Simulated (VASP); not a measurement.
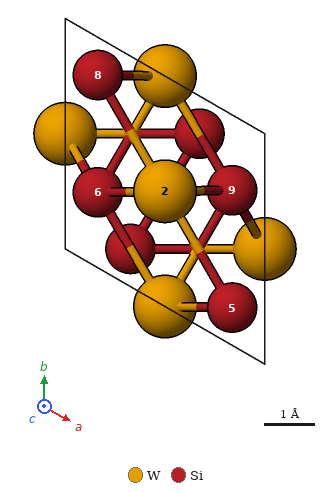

Figure 1. The structure as given in the input (ball-and-stick view of the cell of the calculation, along the c axis; atoms are numbered from 1 in the order of the input). Near neighbours in the crystal (not all of them lie inside the picture): W has 10 Si at 2.59 to 2.69 Å; Si has 5 Si at 2.57 to 2.69 Å and 5 W at 2.59 to 2.69 Å.

## WSi2: polarization calculation (part 1 of 2)

- system: WSi2 (P6₂22, 9 atoms in the cell)
- method: Kohn-Sham DFT of a periodic cell, PBE, VASP PAW PBE potentials, recommended, no spin polarisation (VASP 6.6.1)

The structure derives from a Materials Project entry.

**OSZICAR**
```
N       E                     dE             d eps       ncg     rms          rms(c)
DAV:   1     0.641438979496E+03    0.64144E+03   -0.35672E+04   804   0.172E+03
DAV:   2    -0.318529792790E+02   -0.67329E+03   -0.65609E+03   817   0.483E+02
DAV:   3    -0.748962480274E+02   -0.43043E+02   -0.40933E+02   971   0.105E+02
DAV:   4    -0.763004729112E+02   -0.14042E+01   -0.13918E+01   952   0.166E+01
DAV:   5    -0.763276484662E+02   -0.27176E-01   -0.27107E-01   942   0.248E+00    0.425E+01
DAV:   6    -0.741554854370E+02    0.21722E+01   -0.14377E+01   947   0.183E+01    0.145E+01
DAV:   7    -0.739136661295E+02    0.24182E+00   -0.14229E+00   904   0.462E+00    0.747E+00
DAV:   8    -0.738473294635E+02    0.66337E-01   -0.16820E-01   944   0.240E+00    0.511E-01
DAV:   9    -0.738463675653E+02    0.96190E-03   -0.16895E-02   980   0.507E-01    0.322E-01
DAV:  10    -0.738459910269E+02    0.37654E-03   -0.36024E-03   992   0.360E-01    0.717E-02
DAV:  11    -0.738458851331E+02    0.10589E-03   -0.51547E-04   952   0.127E-01    0.244E-02
DAV:  12    -0.738458836441E+02    0.14891E-05   -0.31708E-05   976   0.303E-02    0.106E-02
DAV:  13    -0.738458818939E+02    0.17501E-05   -0.59253E-06   800   0.111E-02    0.213E-03
DAV:  14    -0.738458818102E+02    0.83738E-07   -0.21010E-07   593   0.298E-03
   1 F= -.73845882E+02 E0= -.73845882E+02  d E =-.186435E-28
```

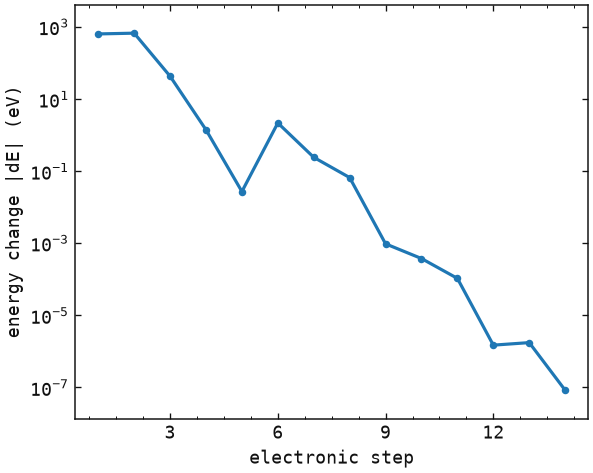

Figure 2. Convergence of the self-consistent field: energy change |dE| against the electronic step. It takes 14 electronic steps. The density is held fixed in the first few steps, and dE rises again when its update begins.

**Parts of OUTCAR**
```
SYSTEM = Si2W
   EDIFF = 1E-6
   ENCUT = 520
   GGA = PE
   ISIF = 2
   ISMEAR = 0
   LASPH = .True.
   LREAL = .False.
   NELM = 60
   PREC = Accurate

 ion  position               nearest neighbor table
   1  0.500  0.000  0.500-   5 2.59   8 2.59   7 2.59   4 2.59   6 2.65   9 2.65   9 2.65   6 2.65
                             6 2.69   9 2.69   3 3.20   3 3.20   2 3.20   2 3.20
   2  0.500  0.500  0.833-   6 2.59   9 2.59   7 2.59   4 2.59   8 2.65   5 2.65   8 2.65   5 2.65
                             8 2.69   5 2.69   1 3.20   1 3.20   3 3.20   3 3.20
   3  0.000  0.500  0.167-   6 2.59   9 2.59   8 2.59   5 2.59   4 2.65   7 2.65   7 2.65   4 2.65
                             7 2.69   4 2.69   1 3.20   1 3.20   2 3.20   2 3.20
   4  0.327  0.164  0.167-   6 2.57   8 2.57   1 2.59   2 2.59   7 2.62   3 2.65   3 2.65   3 2.69
                             7 2.69   7 2.69
   5  0.836  0.164  0.833-   6 2.57   7 2.57   1 2.59   3 2.59   8 2.62   2 2.65   2 2.65   2 2.69
                             8 2.69   8 2.69
   6  0.164  0.327  0.500-   5 2.57   4 2.57   2 2.59   3 2.59   9 2.62   1 2.65   1 2.65   1 2.69
                             9 2.69   9 2.69
   7  0.673  0.836  0.167-   9 2.57   5 2.57   1 2.59   2 2.59   4 2.62   3 2.65   3 2.65   3 2.69
                             4 2.69   4 2.69
   8  0.164  0.836  0.833-   9 2.57   4 2.57   1 2.59   3 2.59   5 2.62   2 2.65   2 2.65   2 2.69
                             5 2.69   5 2.69
   9  0.836  0.673  0.500-   8 2.57   7 2.57   2 2.59   3 2.59   6 2.62   1 2.65   1 2.65   1 2.69
                             6 2.69   6 2.69

  LATTYP: Found a hexagonal cell.
 ALAT       =     4.6168523821
 C/A-ratio  =     1.4410731488

  Lattice vectors:

 A1 = (   4.6168523821,   0.0000000000,   0.0000000000)
 A2 = (  -2.3084261911,   3.9983114484,   0.0000000000)
 A3 = (   0.0000000000,   0.0000000000,   6.6532220000)

Analysis of symmetry for initial positions (statically):
=====================================================================
 Subroutine PRICEL returns:
 Original cell was already a primitive cell.

 Routine SETGRP: Setting up the symmetry group for a
 hexagonal supercell.

 Subroutine GETGRP returns: Found 12 space group operations
 (whereof  4 operations were pure point group operations)
 out of a pool of 24 trial point group operations.

The static configuration has the point symmetry D_2 .
 The point group associated with its full space group is D_6 .

Analysis of symmetry for dynamics (positions and initial velocities):
=====================================================================
 Subroutine PRICEL returns:
 Original cell was already a primitive cell.

 Routine SETGRP: Setting up the symmetry group for a
 hexagonal supercell.

 Subroutine GETGRP returns: Found 12 space group operations
 (whereof  4 operations were pure point group operations)
 out of a pool of 24 trial point group operations.

The dynamic configuration has the point symmetry D_2 .
 The point group associated with its full space group is D_6 .

 Subroutine INISYM returns: Found 12 space group operations
 (whereof  4 operations are pure point group operations),
 and found     1 'primitive' translations

----------------------------------------------------------------------------------------

                                     Primitive cell

  volume of cell :     122.8159

  direct lattice vectors                    reciprocal lattice vectors
     4.616852382  0.000000000  0.000000000     0.216597785  0.125052790  0.000000000
    -2.308426191  3.998311448  0.000000000     0.000000000  0.250105579  0.000000000
     0.000000000  0.000000000  6.653222000     0.000000000  0.000000000  0.150303116

  length of vectors
     4.616852382  4.616852382  6.653222000     0.250105579  0.250105579  0.150303116

  position of ions in fractional coordinates (direct lattice)
     0.500000000  0.000000000  0.500000000
     0.500000000  0.500000000  0.833333333
     0.000000000  0.500000000  0.166666667
     0.327252000  0.163626000  0.166666667
     0.836374000  0.163626000  0.833333333
     0.163626000  0.327252000  0.500000000
     0.672748000  0.836374000  0.166666667
     0.163626000  0.836374000  0.833333333
     0.836374000  0.672748000  0.500000000

  ion indices of the primitive-cell ions
   primitive index   ion index
                 1           1
                 2           2
                 3           3
                 4           4
                 5           5
                 6           6
                 7           7
                 8           8
                 9           9

----------------------------------------------------------------------------------------

 KPOINTS: k-points

Automatic generation of k-mesh.
 Grid dimensions read from file:
 generate k-points for:    5    5    3

 Generating k-lattice:

  Cartesian coordinates                     Fractional coordinates (reciprocal lattice)
     0.043319557  0.025010558  0.000000000     0.200000000  0.000000000  0.000000000
     0.000000000  0.050021116  0.000000000     0.000000000  0.200000000  0.000000000
     0.000000000  0.000000000  0.050101039     0.000000000  0.000000000  0.333333333

  Length of vectors
     0.050021116  0.050021116  0.050101039

  Shift w.r.t. Gamma in fractional coordinates (k-lattice)
     0.000000000  0.000000000  0.000000000

 Subroutine IBZKPT returns following result:
 ===========================================

 Found     10 irreducible k-points:

 Following reciprocal coordinates:
            Coordinates               Weight
  0.000000  0.000000  0.000000      1.000000
  0.200000  0.000000  0.000000      6.000000
  0.400000  0.000000  0.000000      6.000000
  0.200000  0.200000  0.000000      6.000000
  0.400000  0.200000  0.000000      6.000000
  0.000000  0.000000  0.333333      2.000000
  0.200000  0.000000  0.333333     12.000000
  0.400000  0.000000  0.333333     12.000000
  0.200000  0.200000  0.333333     12.000000
  0.400000  0.200000  0.333333     12.000000
   k-points           NKPTS =     10   k-points in BZ     NKDIM =     10   number of bands    NBANDS=     39
   number of dos      NEDOS =    301   number of ions     NIONS =      9
   total plane-waves  NPLWV =  64800
   dimension x,y,z NGX =    36 NGY =   36 NGZ =   50
   dimension x,y,z NGXF=    72 NGYF=   72 NGZF=  100
   ions per type =               3   6
   NGX,Y,Z   is equivalent  to a cutoff of  12.96, 12.96, 12.49 a.u.
   NGXF,Y,Z  is equivalent  to a cutoff of  25.93, 25.93, 24.99 a.u.
 SYSTEM =  Si2W
   PREC   = accura    normal or accurate (medium, high low for compatibility)
   ISTART =      0    job   : 0-new  1-cont  2-samecut
   ICHARG =      2    charge: 1-file 2-atom 10-const
   ISPIN  =      1    spin polarized calculation?
   LNONCOLLINEAR =      F non collinear calculations
   LSORBIT =      F    spin-orbit coupling
   LASPH  =      T    aspherical Exc in radial PAW
   ENCUT  =  520.0 eV  38.22 Ry    6.18 a.u.   8.58  8.58 12.37*2*pi/ulx,y,z
   NELM   =     60;   NELMIN=  2; NELMDL= -5     # of ELM steps
   EDIFF  = 0.1E-05   stopping-criterion for ELM
   LREAL  =      F    real-space projection
   EDIFFG = 0.1E-04   stopping-criterion for IOM
   NSW    =      0    number of steps for IOM
   IBRION =     -1    ionic relax: 0-MD 1-quasi-New 2-CG
   NFREE  =      0    steps in history (QN), initial steepest desc. (CG)
   ISIF   =      2    stress and relaxation
   ISYM   =      2    0-nonsym 1-usesym 2-fastsym
   POTIM  = 0.5000    time-step for ionic-motion
   TEBEG  =    0.0;   TEEND  =   0.0 temperature during run
   PSTRESS=    0.0 pullay stress
   NELECT =      66.0000    total number of electrons
   NUPDOWN=      -1.0000    fix difference up-down
   EMIN   =  10.00;   EMAX   =-10.00  energy-range for DOS
   EFERMI =   0.00;   METHOD = LEGACY
   ISMEAR =     0;   SIGMA  =   0.02  broadening in eV -4-tet -1-fermi 0-gaus
   EFERMI_NEDOS =   21; number of points for ismear=-14 and -15
   IALGO  =     38    algorithm
   IMIX   =      4    mixing-type and parameters
     AMIX     =   0.40;   BMIX     =  1.00
     AMIX_MAG =   1.60;   BMIX_MAG =  1.00
  volume/ion in A,a.u.               =      13.65        92.09
  Fermi-wavevector in a.u.,A,eV,Ry     =   1.330979  2.515186 24.102797  1.771506
  Thomas-Fermi vector in A             =   2.460025
   LORBIT       =      0    0 simple, 1 ext, 2 COOP (PROOUT), +10 PAW based schemes
   GGA     = PE    functional components
   LHFCALC =     F    Hartree Fock is set to
   AEXX    =    0.0000 exact exchange contribution
   IVDW    =     0    specifies the selected vdW correction
   LEPSILON=     F    determine dielectric tensor
   LRPA    =     F    only Hartree local field effects (RPA)
   LRPA       =     F
 non-spin polarized calculation
 Gauss-broadening in eV      SIGMA  =   0.02
  energy-cutoff  :      520.00
  volume of cell :      122.82
 maximum number of plane-waves:      3343
 NGX is ok and might be reduce to    36
   NGX = 17   NGY = 17   NGZ = 25

 number of electron      66.0000007 magnetization

 Free energy of the ion-electron system (eV)
  ---------------------------------------------------
  ext. energy  EPLUGINS =         0.00000000
  ---------------------------------------------------
  free energy    TOTEN  =       -73.84588181 eV

  energy without entropy =      -73.84588181  energy(sigma->0) =      -73.84588181

 E-fermi :  12.2653     XC(G=0): -12.4682     alpha+bet :-18.7734

 val. band max:       12.1128904319   @ k =   0.0000   0.0000   0.3333
 cond. band min:      12.5093614665   @ k =   0.2000   0.2000   0.0000
 fundamental gap:      0.3964710346
 Fermi energy:        12.2652627751

 k-point     1 :       0.0000    0.0000    0.0000
  band No.  band energies     occupation
      1     -61.9874      2.00000
      2     -61.9756      2.00000
      3     -61.9756      2.00000
      4     -26.3505      2.00000
      5     -26.3462      2.00000
      6     -26.3462      2.00000
      7     -26.3214      2.00000
      8     -26.3214      2.00000
      9     -26.2501      2.00000
     10     -26.2212      2.00000
     11     -26.2212      2.00000
     12     -26.2062      2.00000
     13      -2.2228      2.00000
     14       0.9943      2.00000
     15       0.9943      2.00000
     16       4.7738      2.00000
     17       5.3131      2.00000
     18       5.3131      2.00000
     19       5.9876      2.00000
     20       5.9876      2.00000
     21       6.8050      2.00000
     22       7.1616      2.00000
     23       7.1616      2.00000
     24       7.4336      2.00000
     25       8.3506      2.00000
     26       8.3506      2.00000
     27       8.8682      2.00000
     28       8.8682      2.00000
     29       8.9910      2.00000
     30       8.9910      2.00000
     31       9.3320      2.00000
     32       9.7801      2.00000
     33      11.4329      2.00000
     34      14.5712      0.00000
     35      14.5712      0.00000
     36      14.6326      0.00000
     37      14.6618      0.00000
     38      14.9590      0.00000
     39      15.0515      0.00000
```
